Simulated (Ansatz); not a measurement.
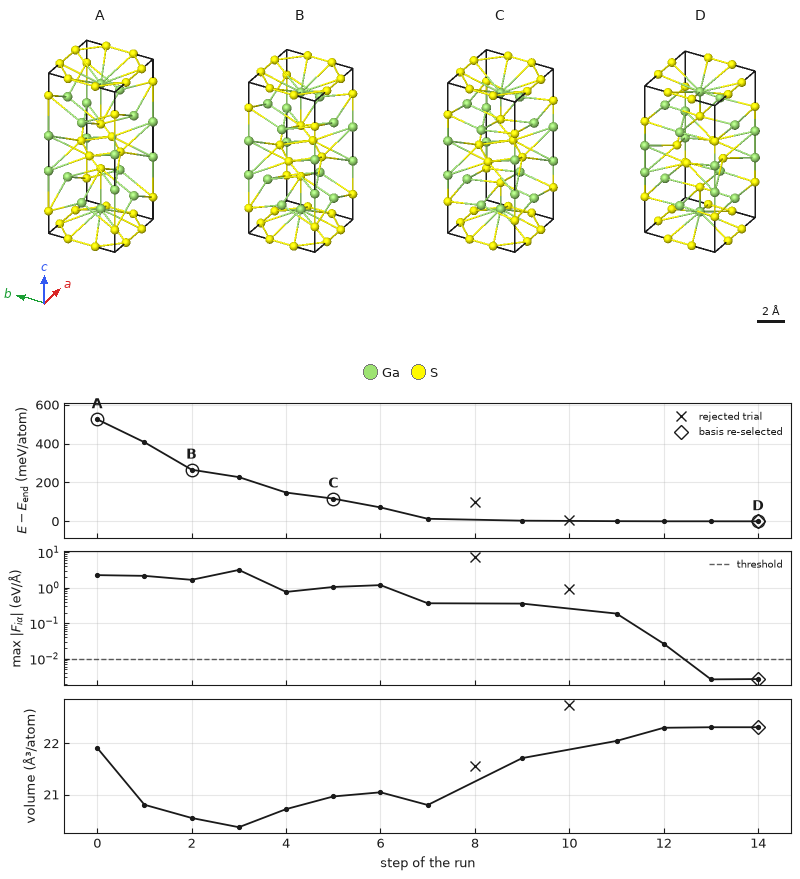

Frames of a relaxation of solid Ga$_{2}$S$_{3}$ (built on the K2Ga3-139 type type), marked on the history of the run. Style: ball-and-stick. Shown: the conventional cell (2 times the calculation's cell), from a free direction. Lengths and directions refer to the drawn axes.

The calculation used Ansatz 0.2.0, DFT, PBEsol, plane waves, PAW. (plane-wave cutoff 420 eV; k-point mesh 6 × 6 × 6; occupations fermi dirac; smearing width 0.03 eV; no spin polarisation; cell and atoms relaxed; force threshold 0.01 eV/Å; at most 120 steps)

Question: What happens along the run?

Answer: The largest moves relative to the cell, 1.29 Å, are those of S atoms. By element the largest moves are S 1.29 Å, Ga 0.23 Å. The drawn cell changes as follows: a = b 5.665 → 5.976 Å (+5.5 %), c 13.656 → 12.494 Å (−8.5 %); the volume changes by +1.8 %. Among the contacts that change: Ga–S 3.441 → 2.087 Å, S–S 2.522 → 3.611 Å, Ga–Ga 2.989 → 2.269 Å, S–S 2.359 → 2.787 Å. New bonds form: Ga–Ga (2.99 → 2.27 Å). The space group stays I4/mmm (No. 139). Over 11 accepted moves (14 points after the start) the energy falls by 525 meV per atom. The largest force component goes from 2.3 to 0.0027 eV/Å. The pressure goes from −0.09 to 0.02 GPa. The line search rejected the trial steps at points 8, 10 of the run. The SCF was repeated once at an unchanged geometry on a basis and grid sized afresh for the cell, which shifted the energy by 0.1 meV per atom at most. Cost: 110 s on 4 threads of Arm Neoverse V1, with other jobs on the host, peak memory 0.88 GiB. From step 0 to 2: S atoms move most (0.37 Å), volume −6.2 %, energy −259 meV per atom. From step 2 to 5: S atoms move most (0.55 Å), volume +2.0 %, energy −149 meV per atom. From step 5 to 14: S atoms move most (0.39 Å), volume +6.4 %, energy −117 meV per atom.

| step | E − E(0), meV/atom | largest force component, eV/Å | pressure, GPa | volume, Å³/atom | note |
| --- | --- | --- | --- | --- | --- |
| 0 | 0.00 | 2.2827 | -0.09 | 21.911 |  |
| 1 | -117.88 | 2.1784 | -0.22 | 20.802 |  |
| 2 | -259.38 | 1.6833 | -0.23 | 20.544 |  |
| 3 | -297.46 | 3.1974 | 3.90 | 20.364 |  |
| 4 | -377.02 | 0.7673 | 0.61 | 20.716 |  |
| 5 | -408.26 | 1.0577 | 0.56 | 20.964 |  |
| 6 | -453.60 | 1.1928 | -0.62 | 21.045 |  |
| 7 | -512.00 | 0.3672 | 1.19 | 20.797 |  |
| 8 | -425.84 | 7.4063 | 2.51 | 21.552 | rejected |
| 9 | -521.80 | 0.3596 | 0.09 | 21.711 |  |
| 10 | -520.52 | 0.9083 | -1.19 | 22.750 | rejected |
| 11 | -524.29 | 0.1880 | 0.02 | 22.047 |  |
| 12 | -524.95 | 0.0265 | 0.01 | 22.303 |  |
| 13 | -524.96 | 0.0026 | 0.00 | 22.314 |  |
| 14 | -525.10 | 0.0027 | 0.02 | 22.314 | same geometry, new basis |
